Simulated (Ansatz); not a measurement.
# Electron scattering at the twin(10-13) boundary in hcp Ru with Cu (substitutional), part 2 of 2

Wanted: what the twin(10-13) boundary in hcp Ru with Cu (substitutional) costs an interconnect.

Ansatz 0.2.0; Ansatz plane-wave DFT, PBE, PAW files; relaxation of a bicrystal slab with its lowest layers held; PAW set soft_1 (the session's first sound run).

So far. Step 2 (Relaxing the bicrystal): The largest force component on a free atom ends at 0.018 eV/Å, under the tolerance of 0.03, after 5 steps.

### Step 3. Transmission across the boundary

This step: Ansatz plane-wave DFT, PBE, PAW files; ballistic transport by layer matching (Landauer), zero bias; boundary relaxed in a short slab, bulk layers laid on; PAW set soft_1 (Ansatz 0.2.0).

System of this step: twin(10-13) boundary in hcp Ru with Cu (substitutional). The cell holds 73 atoms: 72 Ru and 1 Cu. Its edges and angles: a = 8.342 Å, b = 2.706 Å, c = 52.815 Å, α = 90.0°, β = 90.0°, γ = 80.7°. It derives from Ru. Regions: lower grain, 28 atoms (28 Ru); boundary, 21 atoms (20 Ru and 1 Cu); upper grain, 24 atoms (24 Ru). Vacuum lies along c.

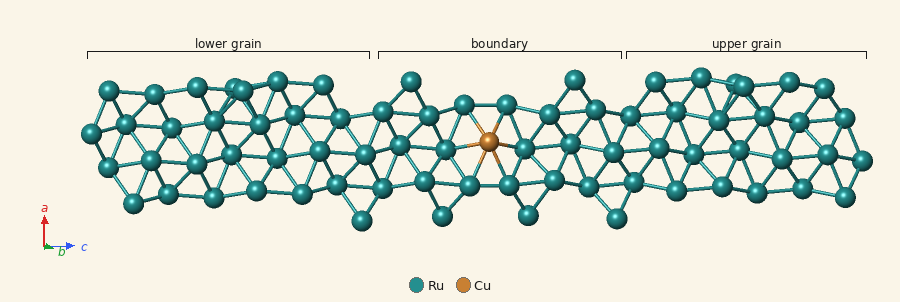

The cell of this step (ruthenium teal, copper orange). Some periodic images of atoms are drawn too.

Input file input.yaml:

```yaml
crystal:
  lattice:
    - [8.3417110409, 0.0, 0.0]
    - [0.4388400416, 2.669976228, 0.0]
    - [0.0, 0.0, 52.8147687108]
  atoms:
    - { symbol: Ru, position: [4.6263567791, -10.3548450563, 0.0757363915] }
    - { symbol: Ru, position: [4.9237476689, -10.5035405011, 0.094969938] }
    - { symbol: Ru, position: [4.3832258469, -9.7332795902, 0.0988166473] }
    - { symbol: Ru, position: [4.6806167368, -9.881975035, 0.1180501939] }
    - { symbol: Ru, position: [4.1400949148, -9.1117141241, 0.1218969032] }
    - { symbol: Ru, position: [4.4374858046, -9.2604095689, 0.1411304497] }
    - { symbol: Ru, position: [3.8969639826, -8.490148658, 0.144977159] }
    - { symbol: Ru, position: [4.1943548724, -8.6388441028, 0.1642107055] }
    - { symbol: Ru, position: [3.6538330504, -7.8685831919, 0.1680574148] }
    - { symbol: Ru, position: [3.9512239403, -8.0172786368, 0.1872909614] }
    - { symbol: Ru, position: [3.4107021182, -7.2470177258, 0.1911376707] }
    - { symbol: Ru, position: [3.7080930081, -7.3957131707, 0.2103712172] }
    - { symbol: Ru, position: [3.1675711861, -6.6254522598, 0.2142179265] }
    - { symbol: Ru, position: [3.4649620759, -6.7741477046, 0.2334514731] }
    - { symbol: Ru, position: [2.9244402539, -6.0038867937, 0.2372981824] }
    - { symbol: Ru, position: [3.2218311437, -6.1525822385, 0.2565317289] }
    - { symbol: Ru, position: [2.6813093217, -5.3823213276, 0.2603784382] }
    - { symbol: Ru, position: [2.9787002116, -5.5310167724, 0.2796119847] }
    - { symbol: Ru, position: [2.4381783895, -4.7607558615, 0.283458694] }
    - { symbol: Ru, position: [2.7355692794, -4.9094513063, 0.3026922406] }
    - { symbol: Ru, position: [2.1950474574, -4.1391903954, 0.3065389499] }
    - { symbol: Ru, position: [2.4924383472, -4.2878858402, 0.3257724964] }
    - { symbol: Ru, position: [1.9519165252, -3.5176249293, 0.3296192057] }
    - { symbol: Ru, position: [2.249307415, -3.6663203741, 0.3488527522] }
    - { symbol: Ru, position: [1.708785593, -2.8960594632, 0.3526994615] }
    - { symbol: Ru, position: [2.0061764829, -3.0447549081, 0.3719330081] }
    - { symbol: Ru, position: [1.4656546609, -2.2744939971, 0.3757797174] }
    - { symbol: Ru, position: [1.7630455507, -2.423189442, 0.3950132639] }
    - { symbol: Ru, position: [0.2225237287, 0.347071469, 0.3988599732] }
    - { symbol: Ru, position: [0.5199146185, 0.1983760241, 0.4180935197] }
    - { symbol: Ru, position: [0.9777400389, 0.9693125363, 0.421457935] }
    - { symbol: Ru, position: [0.2761433942, 0.8202018698, 0.4405855892] }
    - { symbol: Ru, position: [0.7326534319, 0.5918044342, 0.4455342967] }
    - { symbol: Ru, position: [0.0251542405, 0.4454849449, 0.4643822072] }
    - { symbol: Ru, position: [0.487242731, 0.2141451966, 0.4680975481] }
    - { symbol: Ru, position: [0.795703822, 0.0601865235, 0.4882375366] }
    - { symbol: Ru, position: [0.2429667983, 0.8365715993, 0.4899370137] }
    - { symbol: Cu, position: [0.5471245166, 0.68490962, 0.5113571465] }
    - { symbol: Ru, position: [0.2442254479, 0.8368370009, 0.5330653851] }
    - { symbol: Ru, position: [0.7938232714, 0.0619239659, 0.5348197911] }
    - { symbol: Ru, position: [0.4878634061, 0.2148502393, 0.5545840019] }
    - { symbol: Ru, position: [0.0254371517, 0.4463066812, 0.558343734] }
    - { symbol: Ru, position: [0.7337059592, 0.5922521378, 0.5774774918] }
    - { symbol: Ru, position: [0.2770599388, 0.8205050363, 0.5826445233] }
    - { symbol: Ru, position: [0.9790358697, 0.9696387165, 0.6007428986] }
    - { symbol: Ru, position: [0.5192246953, 0.1997804914, 0.6047721478] }
    - { symbol: Ru, position: [0.2196462582, 0.3492222576, 0.6247165916] }
    - { symbol: Ru, position: [0.7635274263, 0.5775357492, 0.6278165514] }
    - { symbol: Ru, position: [0.4661348516, 0.7263864425, 0.647550979] }
    - { symbol: Ru, position: [2.006657516, -3.0439520926, 0.6511472478] }
    - { symbol: Ru, position: [1.7092666262, -2.8952566478, 0.6703807943] }
    - { symbol: Ru, position: [2.2497884482, -3.6655175587, 0.6742275036] }
    - { symbol: Ru, position: [1.9523975583, -3.5168221139, 0.6934610501] }
    - { symbol: Ru, position: [2.4929193804, -4.2870830248, 0.6973077594] }
    - { symbol: Ru, position: [2.1955284905, -4.13838758, 0.716541306] }
    - { symbol: Ru, position: [2.7360503125, -4.9086484909, 0.7203880153] }
    - { symbol: Ru, position: [2.4386594227, -4.7599530461, 0.7396215618] }
    - { symbol: Ru, position: [2.9791812447, -5.530213957, 0.7434682711] }
    - { symbol: Ru, position: [2.6817903549, -5.3815185121, 0.7627018176] }
    - { symbol: Ru, position: [3.2223121769, -6.1517794231, 0.7665485269] }
    - { symbol: Ru, position: [2.924921287, -6.0030839782, 0.7857820735] }
    - { symbol: Ru, position: [3.465443109, -6.7733448891, 0.7896287828] }
    - { symbol: Ru, position: [3.1680522192, -6.6246494443, 0.8088623293] }
    - { symbol: Ru, position: [3.7085740412, -7.3949103552, 0.8127090386] }
    - { symbol: Ru, position: [3.4111831514, -7.2462149104, 0.8319425852] }
    - { symbol: Ru, position: [3.9517049734, -8.0164758213, 0.8357892945] }
    - { symbol: Ru, position: [3.6543140836, -7.8677803765, 0.855022841] }
    - { symbol: Ru, position: [4.1948359056, -8.6380412874, 0.8588695503] }
    - { symbol: Ru, position: [3.8974450157, -8.4893458426, 0.8781030968] }
    - { symbol: Ru, position: [4.4379668377, -9.2596067535, 0.8819498061] }
    - { symbol: Ru, position: [4.1405759479, -9.1109113087, 0.9011833527] }
    - { symbol: Ru, position: [4.6810977699, -9.8811722196, 0.905030062] }
    - { symbol: Ru, position: [4.3837068801, -9.7324767748, 0.9242636085] }
kpoints:
  mp_grid: { grid: [3, 9, 1] }
hamiltonian:
  xc: pbe
  pseudopotentials: { kind: paw, azcp: { folder: soft_1 } }
scf:
  occupations: { method: fermi_dirac, width: 0.1 }
output:
  transmission:
    leads: [[16, 18], [57, 59]]
    kmesh: [8, 24]
    e_range: [-0.1, 0.1]
    de: 0.05
  write_potential: true
  write_density: true
  volumetric_format: npy
  elf: true
```

Launch:

```sh
$ ansatz run input.yaml --threads 4 --pin off --max-ram 15360MiB --backend cpu --events-out ev --progress --plain --runs-dir out
```

Numbers of over 12 decimals in the logs are rounded to 6 here.

Output:

```text
[...]
Crystal: 73 atoms, lattice volume = 1176.300 Å³
Basis set: ecut = 420 eV, 23143 PW (Γ)
Bands: 703, of which v1, the nominal top of the filled ones, is band 586 counted from 1 (585 counted from 0)
Symmetry: 1 space group operations
[...]
k-points: 14 of 27 (time reversal used)
[...]
SCF iter   1: F=—  HF=-429931.062246 eV  |F-HF|=—  |Δ(HF+E_count)|=         —  Δρ=1.47e-1  dr2=4.89e2  ethr=3.10e-3  ⟨swp⟩=6.7  Hψ=34969  notcnv=0
[...]
SCF iter  17: F=-429882.803540 eV  HF=-429882.803540 eV  |F-HF|=2.02e-8  |Δ(HF+E_count)|=   3.73e-9  Δρ=1.66e-6  dr2=3.20e-8  ethr=8.54e-12  ⟨swp⟩=10.3  Hψ=24831  notcnv=0
SCF 1 converged in 17 iterations: F = -429882.803540 eV  dr2 = 3.20e-8
[...]
transmission: 765 of 7644 steps passed
transmission: 1529 of 7644 steps passed
[...]
transmission: 7644 of 7644 steps passed
WARN: The output density's exchange-correlation potential varies sharply where the density is thin. Do not read a vacuum level from v_tot or v_xc, or from such a field of the output density. On a cell that repeats whose density bears no net charge and no dipole along the vacuum's axis use v_es (v_loc + v_h of the components); under efield.dipole_correction with no amplitude use v_es + v_field, which holds any externa [...]
SCF converged after 17 iterations
Free energy (F): -429882.803540 eV
[...]
Internal energy: -429880.612496 eV  (E = F + TS)
E sigma→0 (E₀):  -429881.708018 eV
Entropy (-TS):   -2.191044 eV (-30.014 meV/atom)
Fermi energy:    18.840476 eV
[...]
--- Band table (eV; the first three rows and the last of 14) ---
  k-point 0: bands = [... 582 lower, 18.5756, 18.5984, 18.6469, 18.6827, 18.7159, 18.7317, 18.7397, 18.7464, ... 113 higher]
  k-point 1: bands = [... 582 lower, 18.4240, 18.4649, 18.4813, 18.5253, 18.5497, 18.5998, 18.6086, 18.6433, ... 113 higher]
  k-point 2: bands = [... 582 lower, 18.3080, 18.3160, 18.3541, 18.4010, 18.4279, 18.4681, 18.4990, 18.5140, ... 113 higher]
  k-point 13: bands = [... 582 lower, 18.1725, 18.1876, 18.2175, 18.2269, 18.2372, 18.2728, 18.2871, 18.3367, ... 113 higher]
--- Transmission ---
  basis      : 195 plane waves across, 78 finite elements along
  points     : 98, standing for a mesh of 8 x 24
  energies   : 5 from -0.100000 to 0.100000 eV about the Fermi level, 0.050000 eV apart; the leads are filled to 0.000000 eV, and channels, transmission and decay are at 0.000000 eV
  crystal 0  : Ru4, at the sites [16, 18], period 2.4380 Å, over 18.28 Å; its Hamiltonian steps by up to 16.9 meV
    offset         : up to 0.0000 Å between an atom of the period and one for which it stands
    channels       : 5.083333e0 a spin
    conductance    : none, the energies end too early or step too widely for 300 K: set another output.transmission.e_range or a lower de, or, where they end at an eighth of basis.ecutwfc, a higher one
[...]
channels       : 5.104167e0 a spin
[...]
junction   : crystal 0 to crystal 1, 13.04 to 39.77 Å
    transmission   : 2.400595e0 a spin
[...]
```

Run time: 80 min. Hardware: 4 threads of Arm Neoverse N1, shared host; peak memory 12 GiB; 4.9 h of CPU time.

Numbers from this step:

- free energy: -429882.8035 eV
- energy at zero smearing: -429881.7080 eV
- Fermi energy: 18.84 eV
- cell area: 22.27 Å²
- transmission per spin nearest the Fermi level: 2.401
- open channels per spin nearest the Fermi level: 5.083
- open channels per spin, upper lead: 5.104
- step of the lead's potential: 16.9 meV
- step of the upper lead's potential: 17.2 meV

Per spin. Table of transmission, zone mean by energy, zero at the Fermi level:

```
energy (eV)  transmission, zone mean
    -0.1000                     2.38
    -0.0500                     2.40
     0.0000                     2.40
     0.0500                     2.41
     0.1000                     2.45
```

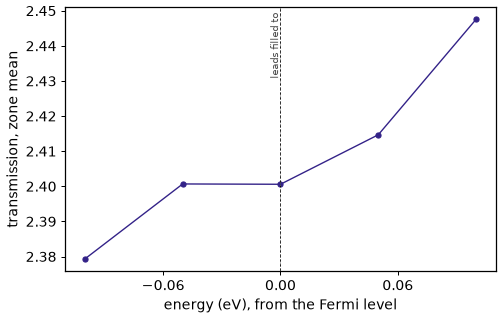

Transmission, zone mean against energy.

Per spin. Open channels, zone mean against energy, zero at the Fermi level:

```
energy (eV)  lead  upper lead
    -0.1000  5.08        5.09
    -0.0500  5.20        5.19
     0.0000  5.08        5.10
     0.0500  4.98        4.99
     0.1000  4.94        4.95
```

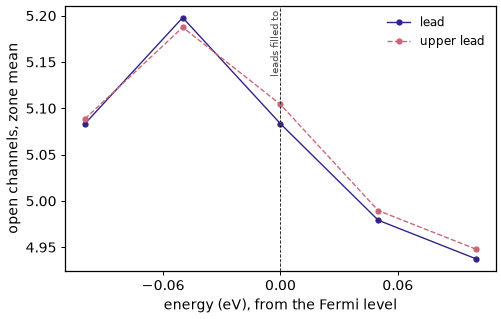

Open channels, zone mean, plotted against energy.

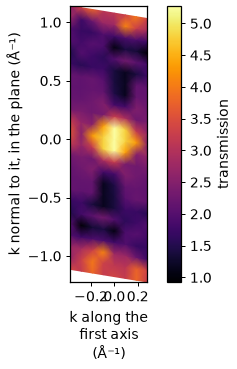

Transmission over k1 and k2. At 0.0000 eV from the Fermi level.

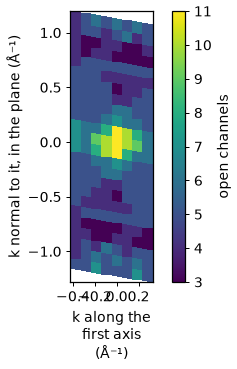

Open channels over k1 and k2. At 0.0000 eV from the Fermi level.

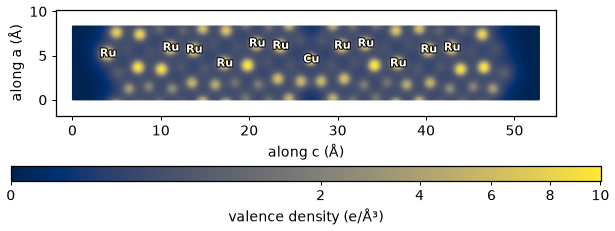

Valence density in the ca plane at fractional y = 0.645, with atoms of Ru and Cu within 0.2 Å of it. It is the smooth field of the valence electrons, not physical close to the nuclei. The colour scale is stretched toward low values.

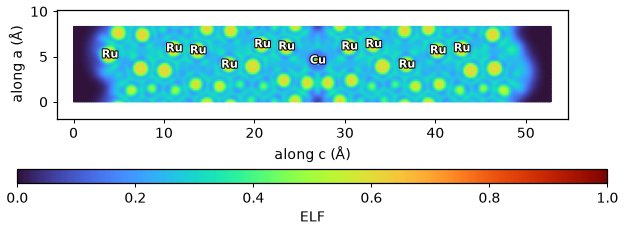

ELF in the ca plane at fractional y = 0.645, with atoms of Ru and Cu within 0.2 Å of it. It is the smooth field of the valence electrons, not physical close to the nuclei.

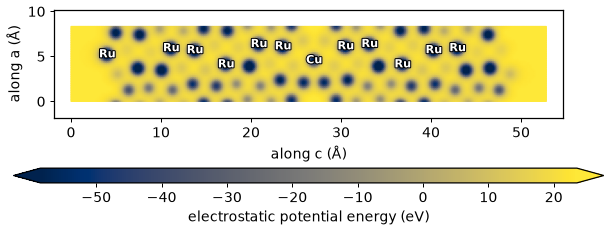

Electrostatic potential energy in the ca plane at fractional y = 0.645, with atoms of Ru and Cu within 0.2 Å of it. With pseudopotentials it is smooth inside the atoms' cores, unlike the true potential.

Over the solved energies the transmission per spin lies between 2.38 and 2.45, out of 5.06 channels of the lead on average (up to 5.20).

### Step 4. Specific resistance

This step: Ansatz plane-wave DFT, PBE, PAW files; ballistic transport by layer matching (Landauer), zero bias; specific resistance of the boundary; PAW set soft_1 (Ansatz 0.2.0).

This step gave:

- area resistance: 0.6254 fΩ m²
- T over the leads' mean channel count: 0.4760

Averaged over the energies near the Fermi level, 47.6 % of the channels pass, which makes 0.625 fΩ m².

By hand, with T and the leads' channels N averaged over the energies near the Fermi level: RA = A (h/2e²)(1/T − ½[1/N₁ + 1/N₂]) = 22.27×10⁻²⁰ m² × 12 906 Ω × (1/2.409 − ½[1/5.056 + 1/5.064]) = 0.625 fΩ m².

### Step 5. Results

```yaml
specific_resistance_of_the_boundary: 0.625 fΩ m²
share_of_channels_that_pass: 0.476
```

**Reading.** The boundary has a specific resistance of 0.63 fΩ m². The boundary reflects 52 % of the channels; 0.63 fΩ m² is 6.3×10⁻¹² Ω·cm². One Cu in 22.3 Å² of boundary is a high coverage. Each plane of this narrow cell holds one atom, so the solute fills a whole plane. One starting structure was relaxed; another shift or atom count at the boundary may lie lower.

[Logs are printed without paths, hosts, clocks, repeated set-up lines and the standing remarks that a program may print on its own settings, such as how far it seeks lower states.]

[Hosts, paths, dates, database ids (printed as entryN), source tags and the programs' standing remarks are cut or masked in the printed files.]
